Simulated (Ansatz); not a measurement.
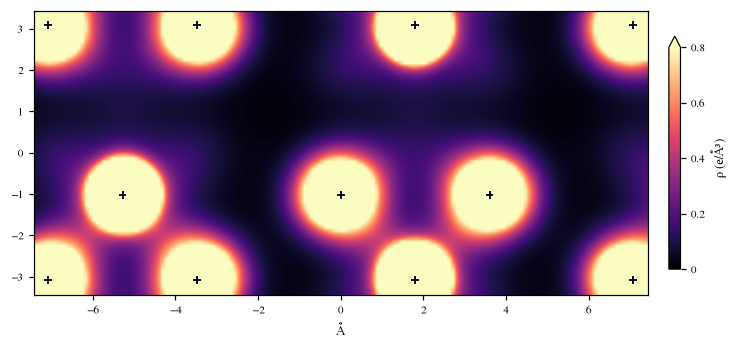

The valence charge density (pseudo) on a plane through atoms (crosses mark nuclei in the plane).

All numbers below come from DFT, PBE, plane-wave PAW, default files, scalar-relativistic in Ansatz.

Candidates:
A. GaN, a = 4.01 Å, b = 4.01 Å, c = 4.01 Å, α = 90.00°, β = 90.00°, γ = 90.00°. Space group Fm-3m; computed pressure about 60 GPa in this cell.
B. Te2Mo, a = 3.56 Å, b = 3.56 Å, c = 14.16 Å, α = 90.00°, β = 90.00°, γ = 120.00°. Space group P6₃/mmc; computed without spin polarisation.
C. W, a = 5.08 Å, b = 5.08 Å, c = 4.98 Å, α = 90.00°, β = 90.00°, γ = 90.00°. Space group P4₂/mmc; computed pressure about 6 GPa in this cell.

Q: Which candidate gave the map?

A: Candidate B: Te2Mo on the (110) plane of the conventional cell, which holds Te and Mo. Te–Mo (2.73 Å): ρ is about 0.44 e/Å³ halfway.
